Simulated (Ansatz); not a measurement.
WSe$_{2}$: geometry relaxation (part 2 of 2)

The same run, continued: WSe$_{2}$ (P-6m2, 9 atoms in the cell); DFT r2SCAN, scalar-relativistic, plane waves, PAW, no spin polarisation (Ansatz 0.2.0); cutoff 500 eV, 12×12×1 k-mesh, Gaussian smearing of 0.02 eV. The structure derives from a Materials Project entry.

Geometry of the input (Å; fractional positions):
```
3.3181  0.0000  0.0000
-1.6591  2.8736  0.0000
0.0000  0.0000  29.7394
W  0.6667  0.3333  0.0000
W  0.3333  0.6667  0.7704
W  0.3333  0.6667  0.2296
Se 0.3333  0.6667  0.0559
Se 0.6667  0.3333  0.8264
Se 0.6667  0.3333  0.2854
Se 0.3333  0.6667  0.9441
Se 0.6667  0.3333  0.7146
Se 0.6667  0.3333  0.1736
```

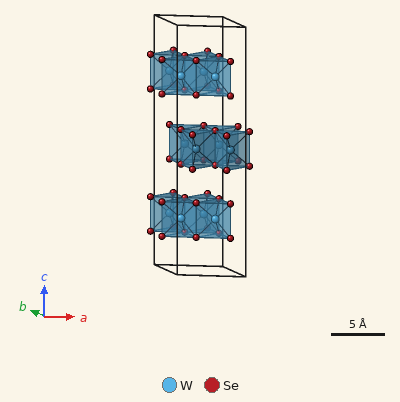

The geometry at step 3 of the log (polyhedral view of the 2 × 2 repeat of the cell, with the vacuum cut short, seen slightly off an axis; polyhedra are completed across the faces of the cell).

```
basis re-selected at this cell: Δ(F+E_penalty+E_count) = +1.118e-5 eV, ΔP = -0.000 GPa vs the last step (what re-selecting the basis moved, of the pressure what is left beyond the Pulay correction that the steps carried, after the strain that the cell walked since its last selection, with what the two solves' SCF thresholds leave and, on support functions, any second-order correction that the steps lacked; it is no measure of the basis error at this ecutwfc). This SCF's stress stands 1.81e-2 GPa from its target on what of the cell is left free (relax.cell.stress_tol is 5.00e-2 GPa) and its largest allowed force component is 3.99e-3 eV/Å (relax.f_tol is 5.00e-3 eV/Å): within both
WARN: The output density's exchange-correlation potential varies sharply where the density is thin. Do not read a vacuum level from v_tot or v_xc, or from such a field of the output density. On a cell that repeats whose density bears no net charge and no dipole along the vacuum's axis use v_es (v_loc + v_h of the components); under efield.dipole_correction with no amplitude use v_es + v_field, which holds any external_charges[].barrier, or the levels of the report's work_function block, which leave it out; under a non-zero efield.amplitude the vacuum is tilted and has no level; on a cell that repeats and bears such a dipole with no correction it is tilted too, and efield.dipole_correction with no amplitude gives each side of its ramp a level where efield: is served; in a cell that repeats whose density bears a net charge (total_charge, or a fill off its count) it is curved and has none; of a slab under crystal.periodic whose density bears no net charge use v_es, which has a level on each side, short of where the two are joined; of another it falls or rises all the way out and has none; of a slab beside external_charges read slab_vacuum_level instead, which it has where they leave it neutral. The grid or the basis barely resolves most such structure, and the values can differ between equally converged runs; as a rule a tighter scf.convergence.dr2_threshold does not remove it. Where the density itself ripples (under the LDA too) a higher basis.ecutwfc lessens it. The files hold the spikes' plane waves up to the density's cutoff. Files: v_tot_of_output_density and the like, and their columns of v_z.tsv (output.write_potential); v_xc_of_output_density and the like, and their columns of v_comp_z.tsv (output.write_potential_components). Measured: with its Gaussian average of σ = 0.25 Å subtracted twice, the exchange-correlation potential is over 0.1 eV at 3006 of the grid points where the equally averaged density (valence and model cores) is under 1e-3 e/Å³, and 1.75 eV at the most among them, at an averaged density of 5.7e-8 e/Å³. The input density's (outcome.potential() and, of a run that writes arrays, v_tot and v_xc) is over 0.1 eV, so measured, at 1094 points of its own thin density, 0.277 eV at the most. See output.write_potential in the manual, Limitations
SCF converged after 7 iterations
Free energy (F): -64066.125418 eV
Harris-Foulkes:  -64066.125418 eV  (|F-HF|=1.12e-9)
Internal energy: -64066.125418 eV  (E = F + TS)
E sigma→0 (E₀):  -64066.125418 eV
Fermi energy:    6.991522 eV
--- Per-component energies (eV) ---
  E_band       = -3524.248987
  E_kinetic    = 2069.272584
  E_local      = -115573.045451  (includes V_loc(G=0)·N_el)
  E_nonlocal   = -3564.819705
  E_hartree    = 57025.441840
  E_xc         = -1338.644639
  E_vxc        = -1416.788911  (∫ρ·V_xc dr)
  E_paw        = -37331.250411  (= ΣΔE_a)
  E_vpaw       = 838.642289  (= ΣTr[D̂ρ^β])
  E_aug_tail   = -0.001445  (compensation charges beyond the density's cutoff)
  E_vtau       = 71.606555  (kinetic-family band-sum trace: ∫τ·v_τ [+ j·A + Jᵃ·Aᵃ] dr)
  E_ewald      = 34659.274277
  E_core_change = -12.352468  (= ΣΔE_core)
  E_smearing   = -0.000000  (= −TS)
  E_closure    = 0.000000  (closes the sum)
  Σ components = -64066.125418   (vs F -64066.125418, Δ=0.00e0)
--- Forces (eV/Å), atoms counted from 1 ---
  atom   1  W     -0.00000000     0.00000000    -0.00000000
  atom   2  W     -0.00000000    -0.00000000    -0.00036754
  atom   3  W      0.00000000    -0.00000000     0.00036754
  atom   4  Se     0.00000000    -0.00000000    -0.00345014
  atom   5  Se    -0.00000000     0.00000000    -0.00399099
  atom   6  Se     0.00000000     0.00000000    -0.00387500
  atom   7  Se     0.00000000    -0.00000000     0.00345014
  atom   8  Se    -0.00000000     0.00000000     0.00387500
  atom   9  Se    -0.00000000     0.00000000     0.00399099
  max |Σ_I F_I| component: 1.73e-17 eV/Å
--- Stress (GPa, compression-positive) ---
        0.018063       0.000000      -0.000000
        0.000000       0.018063      -0.000000
       -0.000000      -0.000000      -0.017479
  P = ⅓ Tr σ = 0.0062 GPa (0.062 kbar)
--- Band table (eV; the first three rows and the last of 19) ---
  k-point 0: bands = ["-69.8163", "-69.8151", "-69.8151", "-42.2804", "-42.2804", "-42.2796", "-42.2796", "-42.2775", "-42.2775", "-42.2775", "-42.2775", "-42.2749", "-42.2749", "-42.2749", "-42.2749", "-42.2482", "-42.2482", "-42.2468", "-42.2468", "-42.2451", "-42.2451", "-42.2451", "-42.2451", "-42.2406", "-42.2406", "-42.2406", "-42.2406", "-42.2339", "-42.2313", "-42.2305", "-42.2305", "-42.2248", "-42.2248", "-33.4415", "-33.4400", "-33.4400", "-33.3347", "-33.3347", "-33.3337", "-33.3337", "-33.3337", "-33.3337", "-9.3277", "-9.2863", "-9.2463", "-7.9976", "-7.9228", "-7.8549", "-0.5624", "-0.3285", "-0.0831", "3.2965", "3.5559", "3.5559", "3.5588", "3.5588", "3.5614", "3.5614", "3.8437", "4.4846", "4.7197", "4.7197", "4.7288", "4.7288", "4.7366", "4.7366", "5.6240", "5.9792", "6.2353", "9.1787", "9.1787", "9.1891", "9.1891", "9.1975", "9.1975", "9.3338", "9.3338", "9.3715", "9.3715", "9.4006", "9.4006", "11.0543", "11.2506"]
  k-point 1: bands = ["-69.8156", "-69.8144", "-69.8144", "-42.2803", "-42.2801", "-42.2797", "-42.2793", "-42.2775", "-42.2775", "-42.2772", "-42.2772", "-42.2749", "-42.2749", "-42.2746", "-42.2746", "-42.2483", "-42.2483", "-42.2470", "-42.2468", "-42.2452", "-42.2452", "-42.2452", "-42.2452", "-42.2407", "-42.2407", "-42.2406", "-42.2406", "-42.2338", "-42.2311", "-42.2303", "-42.2303", "-42.2246", "-42.2246", "-33.4381", "-33.4366", "-33.4366", "-33.3506", "-33.3495", "-33.3495", "-33.3384", "-33.3373", "-33.3373", "-9.2209", "-9.1797", "-9.1398", "-7.9437", "-7.8707", "-7.8048", "-0.4276", "-0.1945", "0.0512", "3.1374", "3.2417", "3.2468", "3.2510", "3.5872", "3.6558", "3.6600", "3.6637", "3.9827", "4.5396", "4.5498", "4.5588", "4.7134", "4.7806", "4.9837", "5.6142", "5.9183", "6.1200", "8.9455", "8.9747", "8.9956", "8.9960", "9.0472", "9.0842", "9.1866", "9.2270", "9.2670", "9.3639", "9.3841", "9.3949", "11.3195", "11.5977"]
  k-point 2: bands = ["-69.8137", "-69.8125", "-69.8125", "-42.2801", "-42.2799", "-42.2792", "-42.2785", "-42.2775", "-42.2775", "-42.2764", "-42.2764", "-42.2750", "-42.2750", "-42.2738", "-42.2738", "-42.2484", "-42.2484", "-42.2475", "-42.2469", "-42.2455", "-42.2455", "-42.2453", "-42.2453", "-42.2411", "-42.2411", "-42.2407", "-42.2407", "-42.2334", "-42.2307", "-42.2299", "-42.2299", "-42.2242", "-42.2242", "-33.4290", "-33.4275", "-33.4275", "-33.3936", "-33.3926", "-33.3926", "-33.3483", "-33.3473", "-33.3473", "-8.9148", "-8.8743", "-8.8350", "-7.7896", "-7.7223", "-7.6620", "-0.0520", "0.1764", "0.4207", "2.4782", "2.4889", "2.4998", "2.7345", "3.0345", "3.2614", "3.9318", "3.9393", "3.9465", "4.1169", "4.1295", "4.1404", "4.5237", "4.6781", "4.9408", "5.4907", "5.6452", "5.7353", "8.2880", "8.4516", "8.6510", "8.8089", "8.8733", "8.9210", "8.9463", "8.9645", "9.0313", "9.7666", "9.8053", "9.8356", "11.7451", "12.0910"]
  k-point 18: bands = ["-69.8046", "-69.8034", "-69.8034", "-42.2787", "-42.2772", "-42.2770", "-42.2768", "-42.2756", "-42.2756", "-42.2744", "-42.2744", "-42.2725", "-42.2725", "-42.2719", "-42.2719", "-42.2504", "-42.2491", "-42.2480", "-42.2479", "-42.2470", "-42.2470", "-42.2461", "-42.2461", "-42.2421", "-42.2421", "-42.2417", "-42.2417", "-42.2317", "-42.2287", "-42.2281", "-42.2281", "-42.2223", "-42.2223", "-33.5098", "-33.5088", "-33.5088", "-33.4824", "-33.4813", "-33.4813", "-33.3852", "-33.3837", "-33.3836", "-6.9681", "-6.9647", "-6.9647", "-6.8152", "-6.8112", "-6.8112", "0.5040", "0.5388", "0.5717", "0.6288", "0.6364", "0.6393", "1.5348", "1.5868", "1.6322", "2.1155", "2.1168", "2.1638", "2.6502", "2.6852", "2.7195", "3.6404", "3.6580", "3.6708", "6.0499", "6.0975", "6.1422", "7.7480", "7.7488", "7.7488", "8.9033", "9.1802", "9.4589", "9.7658", "9.7827", "9.8079", "11.2104", "11.2413", "11.3131", "12.3973", "12.4777"]
--- Relaxed structure (4 steps of the walk, 3 accepted, 1 SCFs on fresh bases) ---
  F+E_penalty+E_count = -64066.12541823 eV   max|allowed force component| = 3.991e-3 eV/Å   (the final SCF, on the basis selected at the relaxed cell)
  cell:  # Å, volume = 283.5074 Å³
    - [3.314424187736987, -2.883550153788913e-11, -5.688902211776647e-20]
    - [-1.6572120938435213, 2.870375545512252, 2.844451105845416e-20]
    - [-5.098821546539246e-19, -4.6496817906286394e-33, 29.800090916880183]
  atoms:
    - { symbol: W, position: [0.6666666666666666, 0.33333333333333337, 1.2962382940679631e-20] }
    - { symbol: W, position: [0.33333333333333326, 0.6666666666666666, 0.7699395271054873] }
    - { symbol: W, position: [0.33333333333333326, 0.6666666666666666, 0.2300604728945127] }
    - { symbol: Se, position: [0.33333333333333326, 0.6666666666666666, 0.05577352501917356] }
    - { symbol: Se, position: [0.6666666666666666, 0.33333333333333337, 0.8257181835689514] }
    - { symbol: Se, position: [0.6666666666666666, 0.33333333333333337, 0.28579875478826017] }
    - { symbol: Se, position: [0.33333333333333326, 0.6666666666666666, 0.9442264749808267] }
    - { symbol: Se, position: [0.6666666666666666, 0.33333333333333337, 0.71420124521174] }
    - { symbol: Se, position: [0.6666666666666666, 0.33333333333333337, 0.17428181643104873] }
```

Trajectory as extended XYZ (Å, eV, eV/Å), 5 frames, from step=1 to step=5:
```
9
Lattice="3.3181 0.0000 0.0000 -1.6591 2.8736 0.0000 0.0000 0.0000 29.7394" Properties=species:S:1:pos:R:3:forces:R:3 step=1 energy=-64066.12464 pressure_GPa=-0.24
W     1.6591    0.9579    0.0000    0.0000   0.0000   0.0000
W     0.0000    1.9157   22.9127    0.0000   0.0000  -0.0082
W     0.0000    1.9157    6.8268    0.0000   0.0000   0.0082
Se    0.0000    1.9157    1.6632    0.0000   0.0000  -0.0514
Se    1.6591    0.9579   24.5757    0.0000   0.0000  -0.0469
Se    1.6591    0.9579    8.4890    0.0000   0.0000  -0.0493
Se    0.0000    1.9157   28.0763    0.0000   0.0000   0.0514
Se    1.6591    0.9579   21.2504    0.0000   0.0000   0.0493
Se    1.6591    0.9579    5.1637    0.0000   0.0000   0.0469
9
Lattice="3.3114 0.0000 0.0000 -1.6557 2.8678 0.0000 0.0000 0.0000 29.7909" Properties=species:S:1:pos:R:3:forces:R:3 step=2 energy=-64066.12472 pressure_GPa=0.28 accepted=F
W     1.6557    0.9559    0.0000    0.0000   0.0000   0.0000
W     0.0000    1.9118   22.9326    0.0000   0.0000   0.0065
W     0.0000    1.9118    6.8583    0.0000   0.0000  -0.0065
Se    0.0000    1.9118    1.6597    0.0000   0.0000   0.0589
Se    1.6557    0.9559   24.5930    0.0000   0.0000   0.0488
Se    1.6557    0.9559    8.5172    0.0000   0.0000   0.0548
Se    0.0000    1.9118   28.1312    0.0000   0.0000  -0.0589
Se    1.6557    0.9559   21.2737    0.0000   0.0000  -0.0548
Se    1.6557    0.9559    5.1979    0.0000   0.0000  -0.0488
9
Lattice="3.3153 0.0000 0.0000 -1.6577 2.8711 0.0000 0.0000 0.0000 29.7796" Properties=species:S:1:pos:R:3:forces:R:3 step=3 energy=-64066.12541 pressure_GPa=0.00
W     1.6577    0.9570    0.0000    0.0000   0.0000   0.0000
W     0.0000    1.9141   22.9352    0.0000   0.0000  -0.0009
W     0.0000    1.9141    6.8444    0.0000   0.0000   0.0009
Se    0.0000    1.9141    1.6614    0.0000   0.0000   0.0015
Se    1.6577    0.9570   24.5967    0.0000   0.0000   0.0007
Se    1.6577    0.9570    8.5048    0.0000   0.0000   0.0021
Se    0.0000    1.9141   28.1182    0.0000   0.0000  -0.0015
Se    1.6577    0.9570   21.2748    0.0000   0.0000  -0.0021
Se    1.6577    0.9570    5.1829    0.0000   0.0000  -0.0007
9
Lattice="3.3144 0.0000 0.0000 -1.6572 2.8704 0.0000 0.0000 0.0000 29.8001" Properties=species:S:1:pos:R:3:forces:R:3 step=4 energy=-64066.12543 pressure_GPa=0.01
W     1.6572    0.9568    0.0000    0.0000   0.0000   0.0000
W     0.0000    1.9136   22.9443    0.0000   0.0000  -0.0004
W     0.0000    1.9136    6.8558    0.0000   0.0000   0.0004
Se    0.0000    1.9136    1.6621    0.0000   0.0000  -0.0034
Se    1.6572    0.9568   24.6065    0.0000   0.0000  -0.0040
Se    1.6572    0.9568    8.5168    0.0000   0.0000  -0.0039
Se    0.0000    1.9136   28.1380    0.0000   0.0000   0.0034
Se    1.6572    0.9568   21.2833    0.0000   0.0000   0.0039
Se    1.6572    0.9568    5.1936    0.0000   0.0000   0.0040
9
Lattice="3.3144 0.0000 0.0000 -1.6572 2.8704 0.0000 0.0000 0.0000 29.8001" Properties=species:S:1:pos:R:3:forces:R:3 step=5 energy=-64066.12542 pressure_GPa=0.01
W     1.6572    0.9568    0.0000    0.0000   0.0000   0.0000
W     0.0000    1.9136   22.9443    0.0000   0.0000  -0.0004
W     0.0000    1.9136    6.8558    0.0000   0.0000   0.0004
Se    0.0000    1.9136    1.6621    0.0000   0.0000  -0.0034
Se    1.6572    0.9568   24.6065    0.0000   0.0000  -0.0040
Se    1.6572    0.9568    8.5168    0.0000   0.0000  -0.0039
Se    0.0000    1.9136   28.1380    0.0000   0.0000   0.0034
Se    1.6572    0.9568   21.2833    0.0000   0.0000   0.0039
Se    1.6572    0.9568    5.1936    0.0000   0.0000   0.0040
```

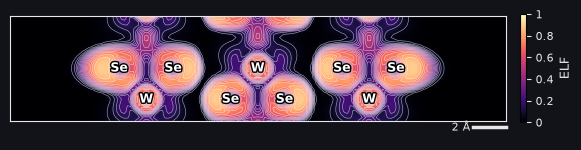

ELF on the (110) plane of the conventional cell. The section cuts through W and Se sites. W–Se (2.53 Å): the ELF is about 0.55 at the midpoint. The strong features right at W lie inside the PAW spheres (semicore, d or f shells) and say nothing about bonding. The fields are those of the smooth PAW valence density.

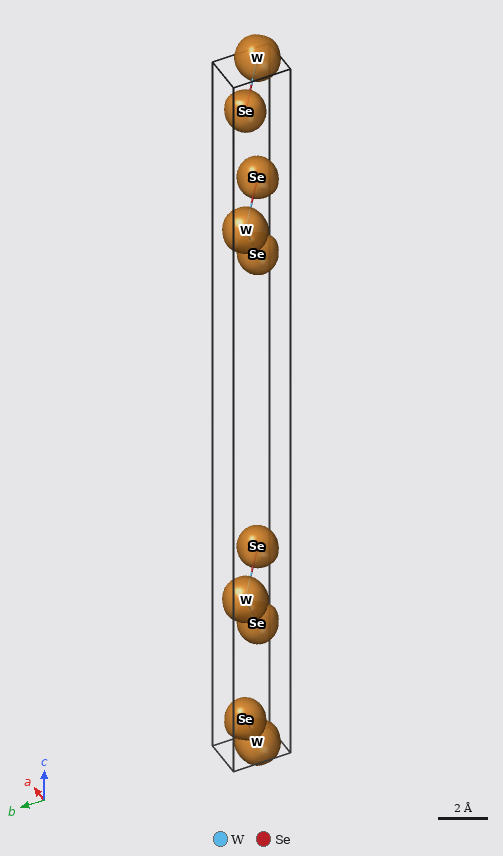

Isosurface of the valence pseudo-density at 0.8 e/Å³ (orange), seen at an oblique angle. Sticks mark near contacts. The outline is the cell set on symmetry axes. At this value the density breaks into separate islands; it holds about 70 % of the electrons treated as valence (semicore included). It is pinched off along the W–Se (2.53 Å) contacts. On the grid the lowest density along these lines, outside the cores, is 0.56 e/Å³ (W–Se, 2.53 Å).

Results in brief:

| quantity | value |
| --- | --- |
| outcome | converged |
| space group (tolerance 0.01 Å) | P-6m2 (187) |
| electrons treated | 138 |
| free energy | −64066.1254 eV |
| Fermi energy | 6.992 eV |
| gap on the k-point mesh | 1.51 eV |
| pressure | 0.01 GPa |
| final volume | 283.51 Å³ |
| largest force (length of the vector) at the end | 0.004 eV/Å |
| final cell | a = 3.314 Å, b = 3.314 Å, c = 29.800 Å, α = 90.00°, β = 90.00°, γ = 120.00° |
| wall time | 7.1 min (CPU time 14 min) |
| peak memory | 1.3 GiB |

Remarks:

The program warns: the exchange-correlation potential is rough where the density is thin. Spin–orbit coupling is left out, which matters for W.
